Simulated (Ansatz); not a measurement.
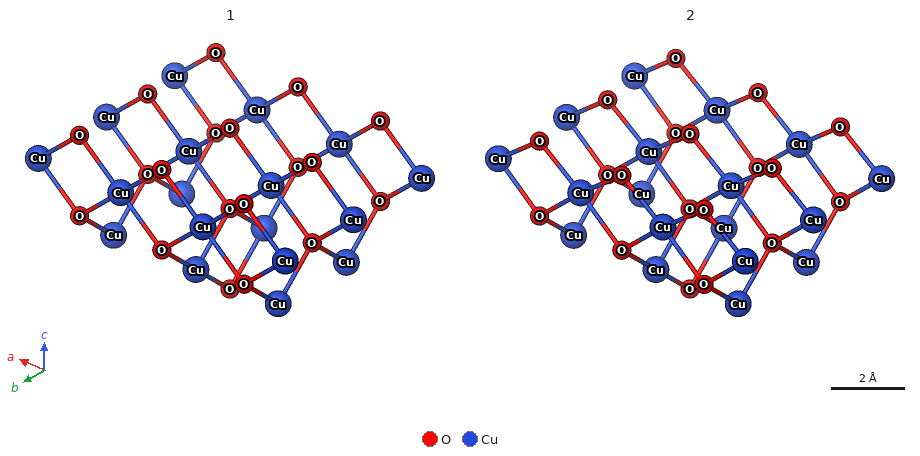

Two geometries of a slab of composition Cu$_{5}$O$_{6}$ (cut from the Cccm phase), drawn at one scale. One is the start of a relaxation, the other its converged end. A ball-and-stick model of the atoms within 5.8 Å of the atom that moves most (axes of the 2 × 3 repeat of the cell, outlined in the plane, without the vacuum), seen from a free direction.

Theory: Ansatz, DFT PBE, scalar-relativistic, plane waves, PAW. Settings: plane-wave cutoff 420 eV; k-point mesh 12 × 12 × 1; occupations gaussian; smearing width 0.1 eV; no spin polarisation; dipole correction; atoms relaxed in a fixed cell; force threshold 0.02 eV/Å; at most 60 steps.

### Which one is relaxed?

Structure 2 is the relaxed one. Case: (0 0 1) slab, atoms relaxed. The slab is the (0 0 1) face of CuO. The largest moves, 0.19 Å, are those of O atoms. Largest moves by element: O 0.19 Å, Cu 0.01 Å. The lattice vectors keep their values. Near-neighbour distances that change, for instance: Cu–O 1.958 → 1.845 Å. Among the angles between lasting bonds that change: O–Cu–O 97.7° → 106.1°, Cu–O–Cu 97.7° → 106.1°, O–Cu–O 180.0° → 175.8°. After 3 accepted moves (4 points after the start) the energy has fallen by 0.428 eV per cell of the calculation. The largest force component goes from 2.2 to 0.019 eV/Å. 1 step only repeated the SCF at the same geometry. The run took 7.1 min on 2 threads of Arm Neoverse V2 (shared host), peak memory 1.2 GiB.

Limits of the set-up: the cell has an odd number of electrons but was run without spin polarisation.
